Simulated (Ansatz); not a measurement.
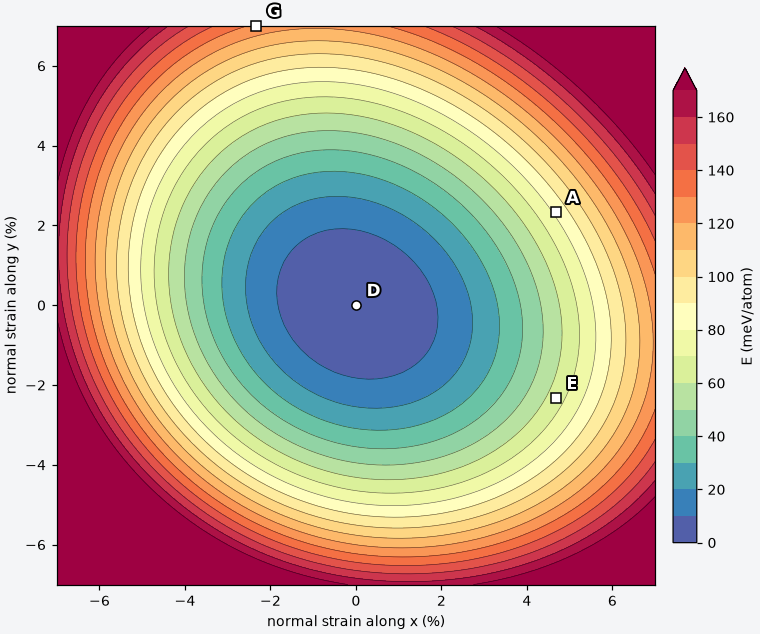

C (Cmme, No. 67; 4 atoms in the cell). The energy is mapped over two homogeneous strains (x along [1 0 0], y along [0 1 0], z along [0 0 1] of the conventional cell). The first coordinate is: normal strain along x; the second: normal strain along y. Nothing is relaxed (fractional coordinates fixed). The scan uses a 7 × 7 grid. Points are written as (first, second). Energies: meV/atom, counted from the lowest grid point. Level of theory: DFT PBE, scalar-relativistic, plane waves, PAW in Ansatz 0.2.0. Settings: cutoff 520 eV, k-mesh 18×18×6 in the order of the run's cell vectors, gaussian smearing 0.15 eV, no spin polarisation.

In the figure: filled contours, one colour for all values above the top of the scale, lettered points. Between grid points the surface is interpolated.

Question: Is A the lowest point of the computed grid?

Answer: No. A lies 82 meV/atom above the lowest grid point, which is at (0.00 %, 0.00 %).

Question: What kind of point is each of A, D, E: minimum, saddle, maximum or slope?

Answer: A: on a slope; D: minimum; E: on a slope. (In these two coordinates alone; a stationary point may lie a little off the grid point.)

PAW datasets: the set soft_1.
